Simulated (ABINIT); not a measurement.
## Geometry relaxation, with input and output: C

C (4 atoms in the cell), computed with Kohn-Sham DFT of a periodic cell, PBE with D4, JTH PAW PBE v2.0, no spin polarisation (ABINIT 10.8.3).

The structure derives from an entry of the Crystallography Open Database. The input holds or restrains some coordinates.

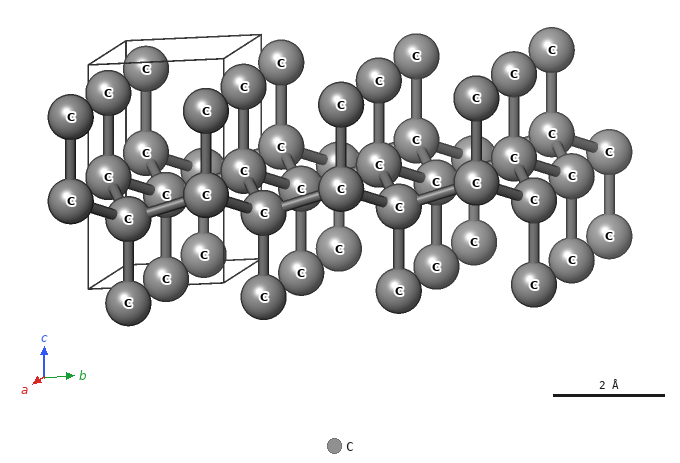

**Figure 1.** The starting structure (ball-and-stick view of the cell of the calculation, repeated 3 × 4 × 1, seen slightly off an axis). An atom can appear more than once, as a periodic image. Near neighbours in the periodic cell (some may lie outside the picture): C has 4 C at 1.54 Å.

### Input file
```python
import json, os
import numpy as np
from ase.constraints import FixSymmetry
from ase.optimize import BFGS
from ase.filters import FrechetCellFilter
from ase.units import GPa
from ase.calculators.mixing import SumCalculator
from dftd4.ase import DFTD4
from ase.calculators.abinit import Abinit, AbinitProfile
from ase import Atoms

atoms = Atoms(['C', 'C', 'C', 'C'],
              cell=[[2.5221, 0.0, 0.0], [-1.26105, 2.1842026709, 0.0], [0.0, 0.0, 4.1186]],
              scaled_positions=[[0.6666666667, 0.3333333333, 0.9375], [0.3333333333, 0.6666666667, 0.4375], [0.6666666667, 0.3333333333, 0.5625], [0.3333333333, 0.6666666667, 0.0625]],
              pbc=True)

profile = AbinitProfile(command='abinit', pp_paths=[os.path.abspath('pseudos')])
params = dict(
    pps='pawxml', xc='PBE',
    chksymtnons=0,
    tolsym=1e-05,
    ecut=517.0163,
    pawecutdg=1034.0327,
    pawxcdev=0,
    pawovlp=-1,
    kptopt=1,
    ngkpt=[12, 12, 7],
    nshiftk=1,
    shiftk=[0.0, 0.0, 0.0],
    ixc=11,
    nband=12,
    occopt=3,
    tsmear=0.05,
    nstep=100,
    tolvrs=1e-09,
    prtwf=0,
    prtden=0,
    ecutsm=0.5,
)

atoms.calc = SumCalculator([Abinit(profile=profile, directory='run', **params), DFTD4(method='pbe')])
atoms.set_constraint(FixSymmetry(atoms, symprec=1e-4))
opt = BFGS(FrechetCellFilter(atoms), trajectory='opt.traj')
converged = opt.run(fmax=0.05, steps=30)
print('converged', converged)
print('cell (A)', np.round(atoms.cell[:], 5).tolist())
energy = atoms.get_potential_energy()
forces = atoms.get_forces()
stress = atoms.get_stress()
print(f'energy {energy:.6f} eV')
print('forces (eV/A)')
print(np.round(forces, 5))
print('stress (GPa, Voigt, tension positive)', np.round(stress / GPa, 4))
json.dump(dict(energy=energy, forces=forces.tolist(), stress=stress.tolist(), cell=atoms.cell.tolist(), frac=atoms.get_scaled_positions(wrap=False).tolist()), open('results.json', 'w'))
```

### File abinit.in
```
chksymtnons 0
ecut 517.0163 eV
ecutsm 0.5
ixc 11
kptopt 1
natom 4
nband 12
ngkpt
12 12 7
nshiftk 1
nsppol 1
nstep 100
occopt 3
pawecutdg 1034.0327 eV
pawovlp -1
pawxcdev 0
prtden 0
prtwf 0
shiftk
0.0 0.0 0.0
tolsym 1e-05
tolvrs 1e-09
tsmear 0.05 eV
#Definition of the unit cell
acell
1.00000000000000 1.00000000000000 1.00000000000000 Angstrom
rprim
2.50055256565105 0.00000000000000 -0.00000000000000
-1.25027628282553 2.16554204535217 0.00000000000000
-0.00000000000000 -0.00000000000000 4.16253341408085
chkprim 0 # Allow non-primitive cells
#Definition of the atom types
ntypat 1
znucl 6
#Enumerate different atomic species
typat
 1 1 1 1
pseudos "./pseudos/C.GGA_PBE-JTH.xml"
#Definition of the atoms
xcart
2.36267975640595 1.36409379309703 7.37186522941519
0.00000000023627 2.72818758633048 3.43884115828630
2.36267975640595 1.36409379309703 4.42720698397147
0.00000000023627 2.72818758633048 0.49418291284259
chkexit 1 # abinit.exit file in the running directory terminates after the current SCF
```

Run as:
```bash
python run.py
```

### What the program printed
```
Step          Energy          fmax
BFGS:    0     -625.766564        0.486594
BFGS:    1     -625.773051        0.404189
BFGS:    2     -625.787003        0.011837
converged True
cell (A) [[2.50055, 0.0, -0.0], [-1.25028, 2.16554, 0.0], [-0.0, -0.0, 4.16253]]
energy -625.787003 eV
forces (eV/A)
[[ 0.      -0.       0.01079]
 [-0.       0.       0.01079]
 [ 0.      -0.      -0.01079]
 [-0.       0.      -0.01079]]
stress (GPa, Voigt, tension positive) [0.1612 0.1612 0.3365 0.     0.     0.    ]
```

### Trajectory as extended XYZ (Å, eV, eV/Å), 3 frames, from step=0 to step=2
```
4
Lattice="2.5221 0.0000 0.0000 -1.2611 2.1842 0.0000 0.0000 0.0000 4.1186" Properties=species:S:1:pos:R:3:forces:R:3 step=0 energy=-625.76656
C     1.2611    0.7281    3.8612    0.0000   0.0000  -0.0355
C     0.0000    1.4561    1.8019    0.0000   0.0000  -0.0355
C     1.2611    0.7281    2.3167    0.0000   0.0000   0.0355
C     0.0000    1.4561    0.2574    0.0000   0.0000   0.0355
4
Lattice="2.5186 0.0000 0.0000 -1.2593 2.1812 0.0000 0.0000 0.0000 4.1258" Properties=species:S:1:pos:R:3:forces:R:3 step=1 energy=-625.77305
C     1.2593    0.7271    3.8674    0.0000   0.0000  -0.0090
C     0.0000    1.4541    1.8045    0.0000   0.0000  -0.0090
C     1.2593    0.7271    2.3213    0.0000   0.0000   0.0090
C     0.0000    1.4541    0.2584    0.0000   0.0000   0.0090
4
Lattice="2.5006 0.0000 0.0000 -1.2503 2.1655 0.0000 0.0000 0.0000 4.1625" Properties=species:S:1:pos:R:3:forces:R:3 step=2 energy=-625.78700
C     1.2503    0.7218    3.9010    0.0000   0.0000   0.0108
C     0.0000    1.4437    1.8198    0.0000   0.0000   0.0108
C     1.2503    0.7218    2.3428    0.0000   0.0000  -0.0108
C     0.0000    1.4437    0.2615    0.0000   0.0000  -0.0108
```

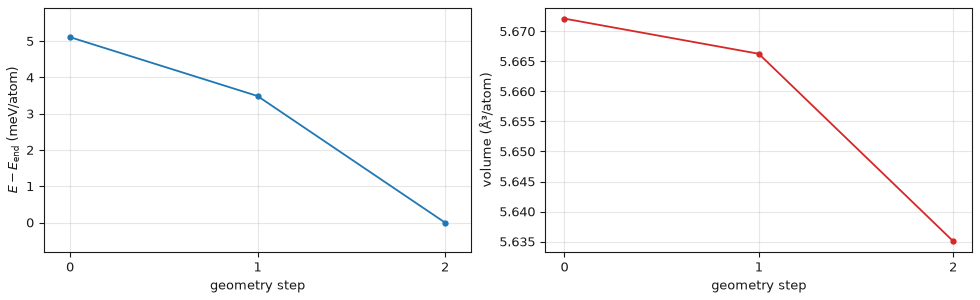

**Figure 2.** Progress of the restrained relaxation, step by step (steps are counted from 0).

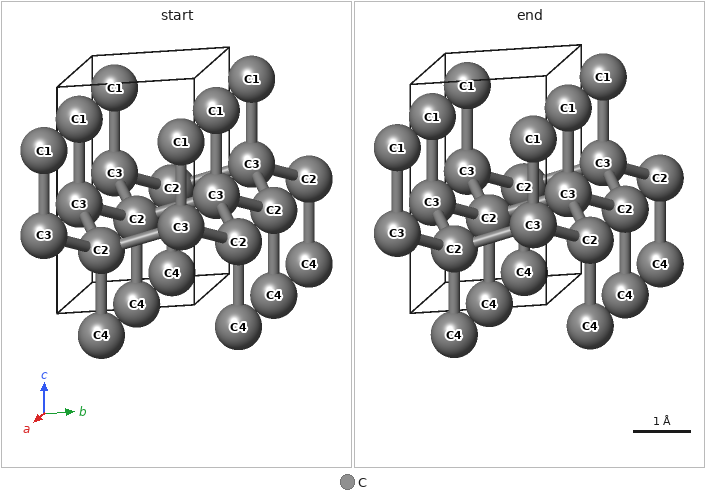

**Figure 3.** Before (left) and after (right) the restrained relaxation, at one scale (ball-and-stick view of the cell of the calculation, repeated 3 × 2 × 1, seen slightly off an axis). No atom moves by more than 0.005 Å relative to the cell. The drawn cell changes as follows: a = b 2.522 → 2.501 Å (−0.9 %), c 4.119 → 4.163 Å (+1.1 %); the volume changes by −0.7 %. Among the contacts that change: C1–C3 1.544 → 1.558 Å, C1–C4 1.544 → 1.536 Å. The space group stays P6_3/mmc (No. 194). The energy falls by 5.1 meV per atom in 2 geometry steps. The largest force component goes from 0.035 to 0.011 eV/Å. (Atoms are counted from 1 in the order of the input.)

### Results in brief

```tsv
quantity	value
outcome	converged under the restraints of the input
space group (tolerance 0.01 Å)	P6₃/mmc (194)
electrons treated	16
free energy	−625.7866 eV
dispersion energy	−0.8580 eV
gap on the k-point mesh	3.29 eV
pressure	−0.22 GPa
final volume	22.54 Å³
largest force (length of the vector) at the end, held atoms and coordinates included	0.011 eV/Å
final cell	a = 2.501 Å, b = 2.501 Å, c = 4.163 Å, α = 90.00°, β = 90.00°, γ = 120.00°
hardware	1 thread of Arm Neoverse V1, 24 GiB of memory available, shared host
wall time	67 s
peak memory	0.1 GiB
```
